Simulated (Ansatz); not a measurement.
**Cu: geometry relaxation (part 1 of 3)**

- system: Cu (slab, 16 atoms in the cell)
- method: DFT PBE, scalar-relativistic, plane waves, PAW, no spin polarisation (Ansatz 0.2.0)

The structure derives from an entry of the Crystallography Open Database. The input holds or restrains some coordinates. Forces given for the steps count only the free coordinates.

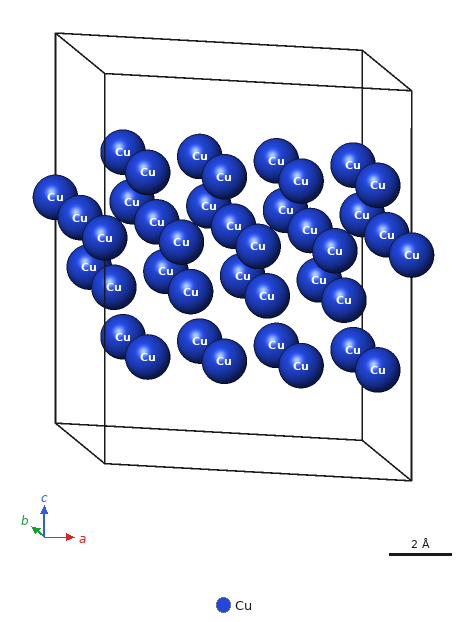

The input geometry (spheres-only view of the 2 × 1 repeat of the cell, with the vacuum cut short, seen slightly off an axis). An atom can appear more than once, as a periodic image.

## Key numbers

| quantity | value |
| --- | --- |
| outcome | converged under the restraints of the input |
| electrons treated | 304 |
| free energy | −105999.0430 eV |
| work function, top face | 4.80 eV |
| work function, bottom face | 4.81 eV |
| Fermi energy | 2.887 eV |
| gap on the k-point mesh | none (metallic) |
| final volume | 531.40 Å³ |
| work function (upper face) | 4.80 eV |
| largest force (length of the vector) at the end, held atoms and coordinates included | 0.104 eV/Å |
| hardware | 4 threads of Arm Neoverse V2, 24 GiB of memory available, shared host |
| wall time | 63 s (CPU time 4.2 min) |
| peak memory | 2.2 GiB |

The program warns: the exchange-correlation potential is rough where the density is thin.

## Input
```yaml
crystal:
  lattice:
    - [5.1332392119, 0.0, 0.0]
    - [-2.5666196059, 4.4455155612, 0.0]
    - [0.0, 0.0, 23.2869083984]
  atoms:
    - { symbol: Cu, position: [0.3333333333, 0.1666666667, 0.3650119567] }
    - { symbol: Cu, position: [0.3333333333, 0.6666666667, 0.3650119567] }
    - { symbol: Cu, position: [0.8333333333, 0.1666666667, 0.3650119567] }
    - { symbol: Cu, position: [0.8333333333, 0.6666666667, 0.3650119567] }
    - { symbol: Cu, position: [0.6666666667, 0.3333333333, 0.4550039856] }
    - { symbol: Cu, position: [0.6666666667, 0.8333333333, 0.4550039856] }
    - { symbol: Cu, position: [0.1666666667, 0.3333333333, 0.4550039856] }
    - { symbol: Cu, position: [0.1666666667, 0.8333333333, 0.4550039856] }
    - { symbol: Cu, position: [0.0, 0.5, 0.5449960144] }
    - { symbol: Cu, position: [0.0, 0.0, 0.5449960144] }
    - { symbol: Cu, position: [0.5, 0.5, 0.5449960144] }
    - { symbol: Cu, position: [0.5, 0.0, 0.5449960144] }
    - { symbol: Cu, position: [0.3333333333, 0.6666666667, 0.6349880433] }
    - { symbol: Cu, position: [0.3333333333, 0.1666666667, 0.6349880433] }
    - { symbol: Cu, position: [0.8333333333, 0.6666666667, 0.6349880433] }
    - { symbol: Cu, position: [0.8333333333, 0.1666666667, 0.6349880433] }
basis:
  ecutwfc: 420
kpoints:
  mp_grid: { grid: [6, 6, 1] }
hamiltonian:
  xc: pbe
scf:
  occupations: { method: gaussian, width: 0.1 }
output:
  forces: true
  eigenvalues: true
  write_density: true
  write_potential: true
  elf: true
  volumetric_format: npy
relax:
  adjacent_minimum: "off"
  f_tol: 0.03
  max_steps: 70
  constraints: [{ sites: [0, 1, 2, 3, 4, 5, 6, 7] }]
efield:
  axis: 3
  dipole_correction: true
```

Run as:
```bash
ansatz run input.yaml --threads 4 --pin off --max-ram 10240MiB --backend cpu --events-out ev --progress --plain --runs-dir out
```

## The program's output
```
Engine: ansatz 0.2.0, aarch64-unknown-linux-gnu
Pseudopotentials: kind: paw
Pseudopotential: Cu, paw, valence charge 19, recommended cutoff 420 eV (normal), Cu.paw.azcp
Functional definition: PBE
  parameter kappa = 0.804
  parameter beta = 0.06672455060314922
  exchange = pbe_x(kappa = kappa, mu = beta*pi^2/3)
  correlation = pbe_c(beta = beta)
Crystal: 16 atoms, lattice volume = 531.405 Å³
Basis set: ecut = 420 eV, 10463 PW (Γ), exchange–correlation on 72×72×320 points (8 copies of the dense FFT grid, shifted against one another)
Bands: 183, of which v1, the nominal top of the filled ones, is band 152 counted from 1 (151 counted from 0)
Symmetry: 24 space group operations
k-points: 7 of 36 (time reversal used)
Non-local potential: Cu, projectors of the file, l = 0: 3, l = 1: 2, l = 2: 3, l = 3: 1
PAW form: soft (Blöchl's): semilocal exchange-correlation on the pseudo side does not see the compensation charge
PAW one-centre angular grid: Cu, 590 points (default); XC on 64 Gauss nodes
Initial density: superposition of atomic densities (neutral atoms: chi_scale 0, normalization atom), corrected by the library's trained network
Initial wavefunctions: pseudopotential atomic-orbital guess
Functional: x = pbe(κ = 0.804, μ = 0.2195149727645171), c = pbe(β = 0.06672455060314922)
SCF iter   1: F=—  HF=-105999.010918 eV  |F-HF|=—  |Δ(HF+E_count)|=         —  Δρ=1.64e-3  dr2=2.30e-2  ethr=1.77e-3  p=-0.000 e·Å  D=-7.08e-14 V/Å  ΔV_dip=0.00 eV  dr2_dipole=2.12e-9  V_vac-E_F(+/−)=4.81/4.81 eV  ⟨swp⟩=6.0  Hψ=5000  notcnv=0  defer=90
efield: sawtooth ramp at fractional position 0.9500 (placed from the atoms, in the widest stretch of the axis that holds none; the zero of the levels goes with the place), width 0.1000; the density the first Hamiltonian is built on has a dipole p = -0.000 e·Å; the dipole correction subtracts the counter field D = -7.08e-14 V/Å, which shifts the + side's vacuum level by +0.00 eV against the − side's; the planar-averaged density in the ramp window peaks in size at 5.5e-5 e/Å³
preconditioner: auto → LDOS  [insulator: Δε(μ)=0.376 eV  Ē_g=8.214 eV  σ=0.100 eV  W_gap=0.50  n_scr=126 (ndim 8)  ℏωp=21.4 eV  f_vac=0.599  D(μ)=7.71/eV (n_scr^D=42)  ε∞_Penn≈7.8  β→1.0]
SCF iter   2: F=—  HF=-105999.032442 eV  |F-HF|=—  |Δ(HF+E_count)|=   2.15e-2  Δρ=1.32e-3  dr2=1.57e-2  ethr=7.58e-6  p=0.000 e·Å  D=5.14e-6 V/Å  ΔV_dip=-0.00 eV  dr2_dipole=1.19e-10  V_vac-E_F(+/−)=4.82/4.82 eV  ⟨swp⟩=3.0  Hψ=3136  notcnv=0  defer=129
SCF iter   3: F=—  HF=-105999.030112 eV  |F-HF|=—  |Δ(HF+E_count)|=   2.33e-3  Δρ=8.80e-4  dr2=2.79e-3  ethr=5.16e-6  p=0.000 e·Å  D=4.15e-6 V/Å  ΔV_dip=-0.00 eV  dr2_dipole=1.66e-9  V_vac-E_F(+/−)=4.80/4.80 eV  ⟨swp⟩=2.0  Hψ=1744  notcnv=0  defer=129
SCF iter   4: F=—  HF=-105999.029649 eV  |F-HF|=—  |Δ(HF+E_count)|=   4.64e-4  Δρ=4.26e-4  dr2=8.16e-4  ethr=9.18e-7  p=0.000 e·Å  D=3.09e-7 V/Å  ΔV_dip=-0.00 eV  dr2_dipole=3.77e-11  V_vac-E_F(+/−)=4.80/4.80 eV  ⟨swp⟩=2.1  Hψ=1728  notcnv=0  defer=129
SCF iter   5: F=—  HF=-105999.029552 eV  |F-HF|=—  |Δ(HF+E_count)|=   9.61e-5  Δρ=1.16e-4  dr2=6.41e-5  ethr=2.68e-7  p=0.000 e·Å  D=4.90e-7 V/Å  ΔV_dip=-0.00 eV  dr2_dipole=1.44e-10  V_vac-E_F(+/−)=4.81/4.81 eV  ⟨swp⟩=2.0  Hψ=1727  notcnv=0  defer=129
SCF iter   6: F=—  HF=-105999.029582 eV  |F-HF|=—  |Δ(HF+E_count)|=   2.98e-5  Δρ=1.11e-4  dr2=4.93e-5  ethr=7.40e-9  p=0.000 e·Å  D=4.07e-7 V/Å  ΔV_dip=-0.00 eV  dr2_dipole=8.27e-11  V_vac-E_F(+/−)=4.81/4.81 eV  ⟨swp⟩=24.0  Hψ=15940  notcnv=0
SCF iter   7: F=-105999.029579 eV  HF=-105999.029578 eV  |F-HF|=8.73e-7  |Δ(HF+E_count)|=   3.82e-6  Δρ=1.93e-5  dr2=3.22e-6  ethr=7.40e-9  p=0.000 e·Å  D=1.94e-7 V/Å  ΔV_dip=-0.00 eV  dr2_dipole=4.00e-11  V_vac-E_F(+/−)=4.81/4.81 eV  ⟨swp⟩=14.6  Hψ=11428  notcnv=0
SCF 1 converged in 7 iterations: F = -105999.029579 eV  dr2 = 3.22e-6
  greatest PAW one-centre occupation: 1.000 electrons in one spin orbital (limit 2), on the Cu atom at site 3 (counted from 0), in its partial waves of l = 0
relax step   1: F+E_penalty+E_count = -105999.02957930 eV  Δ(F+E_penalty+E_count) = +0.000e0 eV  max|allowed force component| = 1.050e-1 eV/Å  Δτ_max = 0.0000 Å  (7 SCF iters, dr2 threshold 2.25e-5 eV, accepted)
Initial density: handed on by an earlier stage of this run
Initial wavefunctions: those handed on with the density
iter 1 solved again at ethr=3.93e-6 eV; its pass at ethr=3.10e-3 eV (dr2=1.20e-2 eV) is discarded
SCF iter   1: F=—  HF=-105999.042708 eV  |F-HF|=—  |Δ(HF+E_count)|=         —  Δρ=1.92e-3  dr2=1.10e-2  ethr=3.93e-6  p=0.000 e·Å  D=4.45e-6 V/Å  ΔV_dip=-0.00 eV  dr2_dipole=2.30e-4  V_vac-E_F(+/−)=4.82/4.82 eV  ⟨swp⟩=2.7  Hψ=3801  notcnv=0  defer=155
efield: sawtooth ramp at fractional position 0.9500 (handed on by an earlier solve), width 0.1000; the density the first Hamiltonian is built on has a dipole p = 0.000 e·Å; the dipole correction subtracts the counter field D = 4.45e-6 V/Å, which shifts the + side's vacuum level by -0.00 eV against the − side's; the planar-averaged density in the ramp window peaks in size at 3.7e-5 e/Å³
preconditioner: auto → LDOS  [metal: Δε(μ)=0.067 eV  Ē_g=8.258 eV  σ=0.100 eV  W_gap=0.35  n_scr=126 (ndim 8)  ℏωp=21.4 eV  f_vac=0.600  D(μ)=7.25/eV (n_scr^D=40)  β→1.0]
SCF iter   2: F=—  HF=-105999.040312 eV  |F-HF|=—  |Δ(HF+E_count)|=   2.40e-3  Δρ=1.44e-3  dr2=1.14e-2  ethr=3.62e-6  p=-0.003 e·Å  D=-9.76e-4 V/Å  ΔV_dip=0.02 eV  dr2_dipole=1.48e-3  V_vac-E_F(+/−)=4.84/4.81 eV  ⟨swp⟩=2.0  Hψ=2080  notcnv=0  defer=155
SCF iter   3: F=—  HF=-105999.039601 eV  |F-HF|=—  |Δ(HF+E_count)|=   7.11e-4  Δρ=1.34e-3  dr2=5.30e-3  ethr=3.62e-6  p=0.002 e·Å  D=5.32e-4 V/Å  ΔV_dip=-0.01 eV  dr2_dipole=6.85e-6  V_vac-E_F(+/−)=4.80/4.81 eV  ⟨swp⟩=2.0  Hψ=2108  notcnv=0  defer=155
SCF iter   4: F=—  HF=-105999.038477 eV  |F-HF|=—  |Δ(HF+E_count)|=   1.12e-3  Δρ=2.68e-4  dr2=2.59e-4  ethr=1.74e-6  p=0.001 e·Å  D=3.93e-4 V/Å  ΔV_dip=-0.01 eV  dr2_dipole=1.04e-5  V_vac-E_F(+/−)=4.81/4.81 eV  ⟨swp⟩=2.0  Hψ=1682  notcnv=0  defer=155
SCF iter   5: F=—  HF=-105999.038483 eV  |F-HF|=—  |Δ(HF+E_count)|=   5.70e-6  Δρ=1.43e-4  dr2=6.11e-5  ethr=8.52e-8  p=0.001 e·Å  D=2.34e-4 V/Å  ΔV_dip=-0.01 eV  dr2_dipole=8.45e-7  V_vac-E_F(+/−)=4.81/4.81 eV  ⟨swp⟩=2.4  Hψ=1768  notcnv=0  defer=155
SCF iter   6: F=—  HF=-105999.038326 eV  |F-HF|=—  |Δ(HF+E_count)|=   1.58e-4  Δρ=2.46e-5  dr2=3.58e-6  ethr=2.01e-8  p=0.001 e·Å  D=2.24e-4 V/Å  ΔV_dip=-0.01 eV  dr2_dipole=4.99e-8  V_vac-E_F(+/−)=4.81/4.82 eV  ⟨swp⟩=2.0  Hψ=1714  notcnv=0  defer=155
SCF iter   7: F=—  HF=-105999.038332 eV  |F-HF|=—  |Δ(HF+E_count)|=   6.52e-6  Δρ=1.11e-5  dr2=7.60e-7  ethr=1.18e-9  p=0.001 e·Å  D=2.20e-4 V/Å  ΔV_dip=-0.01 eV  dr2_dipole=4.87e-9  V_vac-E_F(+/−)=4.81/4.82 eV  ⟨swp⟩=2.1  Hψ=1729  notcnv=0  defer=155
SCF iter   8: F=—  HF=-105999.038334 eV  |F-HF|=—  |Δ(HF+E_count)|=   2.32e-6  Δρ=6.87e-6  dr2=2.02e-7  ethr=2.50e-10  p=0.001 e·Å  D=2.19e-4 V/Å  ΔV_dip=-0.01 eV  dr2_dipole=5.25e-9  V_vac-E_F(+/−)=4.81/4.82 eV  ⟨swp⟩=2.1  Hψ=1793  notcnv=0  defer=155
SCF iter   9: F=-105999.038335 eV  HF=-105999.038334 eV  |F-HF|=1.77e-7  |Δ(HF+E_count)|=   1.28e-7  Δρ=2.32e-6  dr2=2.06e-8  ethr=3.29e-11  p=0.001 e·Å  D=2.18e-4 V/Å  ΔV_dip=-0.01 eV  dr2_dipole=1.40e-10  V_vac-E_F(+/−)=4.81/4.82 eV  ⟨swp⟩=18.1  Hψ=10902  notcnv=0
SCF 2 converged in 9 iterations: F = -105999.038335 eV  dr2 = 2.06e-8
relax step   2: F+E_penalty+E_count = -105999.03833467 eV  Δ(F+E_penalty+E_count) = -8.755e-3 eV  max|allowed force component| = 6.486e-2 eV/Å  Δτ_max = 0.0242 Å  (9 SCF iters, accepted)
SCF iter   1: F=—  HF=-105999.052621 eV  |F-HF|=—  |Δ(HF+E_count)|=         —  Δρ=2.86e-3  dr2=2.79e-2  ethr=7.70e-5  p=0.001 e·Å  D=2.22e-4 V/Å  ΔV_dip=-0.01 eV  dr2_dipole=2.14e-3  V_vac-E_F(+/−)=4.81/4.82 eV  ⟨swp⟩=3.9  Hψ=2628  notcnv=0  defer=155
efield: sawtooth ramp at fractional position 0.9500 (handed on by an earlier solve), width 0.1000; the density the first Hamiltonian is built on has a dipole p = 0.001 e·Å; the dipole correction subtracts the counter field D = 2.22e-4 V/Å, which shifts the + side's vacuum level by -0.01 eV against the − side's; the planar-averaged density in the ramp window peaks in size at 3.2e-5 e/Å³
preconditioner: auto → LDOS  [metal: Δε(μ)=0.093 eV  Ē_g=8.274 eV  σ=0.100 eV  W_gap=0.48  n_scr=126 (ndim 8)  ℏωp=21.4 eV  f_vac=0.601  D(μ)=6.59/eV (n_scr^D=28)  β→1.0]
SCF iter   2: F=—  HF=-105999.046715 eV  |F-HF|=—  |Δ(HF+E_count)|=   5.91e-3  Δρ=2.05e-3  dr2=2.02e-2  ethr=9.17e-6  p=-0.002 e·Å  D=-5.87e-4 V/Å  ΔV_dip=0.01 eV  dr2_dipole=6.76e-4  V_vac-E_F(+/−)=4.83/4.82 eV  ⟨swp⟩=2.0  Hψ=2268  notcnv=0  defer=155
SCF iter   3: F=—  HF=-105999.046370 eV  |F-HF|=—  |Δ(HF+E_count)|=   3.44e-4  Δρ=2.21e-3  dr2=1.47e-2  ethr=6.64e-6  p=0.004 e·Å  D=1.45e-3 V/Å  ΔV_dip=-0.03 eV  dr2_dipole=5.98e-5  V_vac-E_F(+/−)=4.78/4.81 eV  ⟨swp⟩=2.0  Hψ=2108  notcnv=0  defer=155
SCF iter   4: F=—  HF=-105999.043476 eV  |F-HF|=—  |Δ(HF+E_count)|=   2.89e-3  Δρ=6.00e-4  dr2=1.37e-3  ethr=4.82e-6  p=0.003 e·Å  D=1.06e-3 V/Å  ΔV_dip=-0.02 eV  dr2_dipole=7.36e-5  V_vac-E_F(+/−)=4.79/4.81 eV  ⟨swp⟩=2.0  Hψ=1681  notcnv=0  defer=155
SCF iter   5: F=—  HF=-105999.043254 eV  |F-HF|=—  |Δ(HF+E_count)|=   2.22e-4  Δρ=2.70e-4  dr2=2.34e-4  ethr=4.52e-7  p=0.002 e·Å  D=7.04e-4 V/Å  ΔV_dip=-0.02 eV  dr2_dipole=1.05e-5  V_vac-E_F(+/−)=4.80/4.81 eV  ⟨swp⟩=2.0  Hψ=1744  notcnv=0  defer=155
SCF iter   6: F=—  HF=-105999.043113 eV  |F-HF|=—  |Δ(HF+E_count)|=   1.41e-4  Δρ=4.90e-5  dr2=1.42e-5  ethr=7.71e-8  p=0.002 e·Å  D=6.29e-4 V/Å  ΔV_dip=-0.01 eV  dr2_dipole=1.98e-6  V_vac-E_F(+/−)=4.80/4.81 eV  ⟨swp⟩=2.0  Hψ=1850  notcnv=0  defer=155
SCF iter   7: F=—  HF=-105999.043014 eV  |F-HF|=—  |Δ(HF+E_count)|=   9.88e-5  Δρ=2.22e-5  dr2=2.02e-6  ethr=4.68e-9  p=0.002 e·Å  D=5.80e-4 V/Å  ΔV_dip=-0.01 eV  dr2_dipole=5.60e-8  V_vac-E_F(+/−)=4.80/4.81 eV  ⟨swp⟩=2.3  Hψ=1791  notcnv=0  defer=155
SCF iter   8: F=—  HF=-105999.043015 eV  |F-HF|=—  |Δ(HF+E_count)|=   1.43e-6  Δρ=1.38e-5  dr2=6.37e-7  ethr=6.65e-10  p=0.002 e·Å  D=5.68e-4 V/Å  ΔV_dip=-0.01 eV  dr2_dipole=1.16e-8  V_vac-E_F(+/−)=4.80/4.81 eV  ⟨swp⟩=2.6  Hψ=1734  notcnv=0  defer=155
SCF iter   9: F=-105999.043016 eV  HF=-105999.043015 eV  |F-HF|=3.93e-7  |Δ(HF+E_count)|=   1.11e-7  Δρ=4.37e-6  dr2=7.86e-8  ethr=3.29e-11  p=0.002 e·Å  D=5.65e-4 V/Å  ΔV_dip=-0.01 eV  dr2_dipole=2.57e-9  V_vac-E_F(+/−)=4.80/4.81 eV  ⟨swp⟩=16.6  Hψ=11389  notcnv=0
SCF 3 converged in 9 iterations: F = -105999.043016 eV  dr2 = 7.86e-8
relax step   3: F+E_penalty+E_count = -105999.04301576 eV  Δ(F+E_penalty+E_count) = -4.681e-3 eV  max|allowed force component| = 2.872e-3 eV/Å  Δτ_max = 0.0358 Å  (9 SCF iters, accepted)
```
